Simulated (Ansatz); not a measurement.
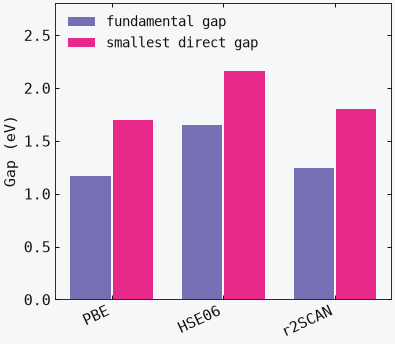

Gaps of MoS₂, space group R3m (No. 160), 3 atoms in the cell, uniaxial (z) strain +5.1%, at several levels of theory on one cell (Ansatz, plane waves and PAW; edges over the mesh and the special points).

### How does the gap depend on the level, and does its kind change?

In rising order: PBE 1.17 eV, r2SCAN 1.24 eV and HSE06 1.65 eV. It is indirect at every level.
